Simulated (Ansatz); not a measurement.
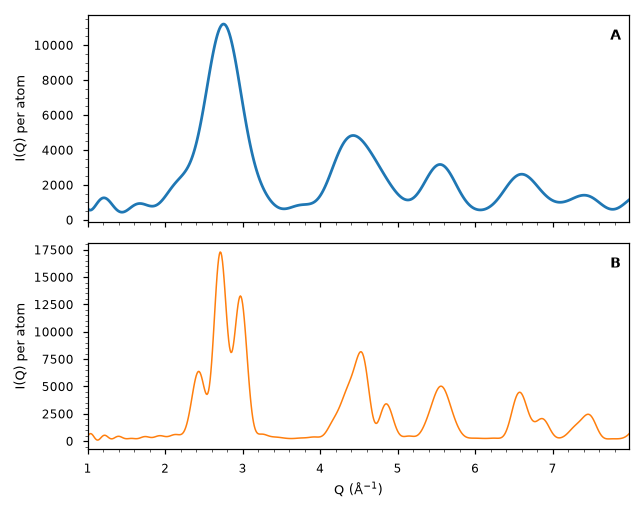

X-ray scattering of spheres cut from the crystal structure of Pt (Pm-3n, a = 5.172 Å, b = 5.172 Å, c = 5.172 Å, α = 90.00°, β = 90.00°, γ = 90.00°), calculated atom by atom with the Debye equation (B = 0.5 Å², no relaxation of the surface). Structure used: the input geometry of an electronic-structure calculation (not necessarily at equilibrium); the starting structure was generated, so it need not be a known form of this composition.

The spheres are 14 and 36 Å across. Which curve is which?

Answer. curve A: 14 Å (99 atoms); curve B: 36 Å (1419 atoms). Peak widths go roughly as 2π/D, so the largest sphere has the sharpest peaks.

Index the main peaks of the largest sphere.

Answer. Q ≈ 2.43 Å⁻¹: 200; Q ≈ 2.71 Å⁻¹: 210; Q ≈ 2.97 Å⁻¹: 211; Q ≈ 4.53 Å⁻¹: 321; Q ≈ 4.85 Å⁻¹: 400; Q ≈ 5.56 Å⁻¹: 421.
